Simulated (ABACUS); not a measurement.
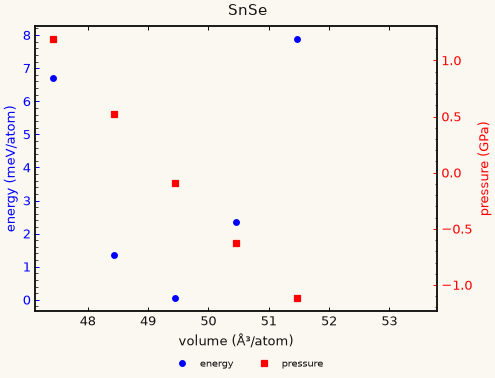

The plot gives the computed energy and pressure against volume for SnSe, space group P4/nmm (No. 129).

Structure:
```
CELL_PARAMETERS angstrom
4.28533 0.00000 0.00000
0.00000 4.28533 0.00000
0.00000 0.00000 10.99069
ATOMIC_POSITIONS crystal
Sn 0.00000 0.50000 0.62777
Sn 0.50000 0.00000 0.37223
Se 0.00000 0.50000 0.38396
Se 0.50000 0.00000 0.61604
```

Computed with ABACUS 3.10.1: DFT in plane waves or numerical atomic orbitals with pseudopotentials, no spin polarisation; energies at scaled volumes of the given cell, shape and fractions fixed, counted from the fit's minimum, third-order Birch-Murnaghan fit. Level: PBEsol.

| setting | value |
| --- | --- |
| k mesh | 6×6×3 |
| occupations | Fermi–Dirac |
| smearing width | 0.05 eV |
| potentials | PseudoDojo NC SR 0.4.1 PBEsol standard |
| wave cutoff | 1184 eV |
| density cutoff | 4735 eV |
| program settings | basis pw |

The points at volume 52.48 Å³/atom and 53.49 Å³/atom are left out of the plot. What values does the calculation give there?

| volume (Å³/atom) | energy (meV/atom) | pressure (GPa) |
| --- | --- | --- |
| 52.48 | 16.32 | −1.56 |
| 53.49 | 27.37 | −1.95 |

Limits of the calculation: shape and atomic fractions are frozen while scaling, which makes layered, chain and framework solids too stiff.
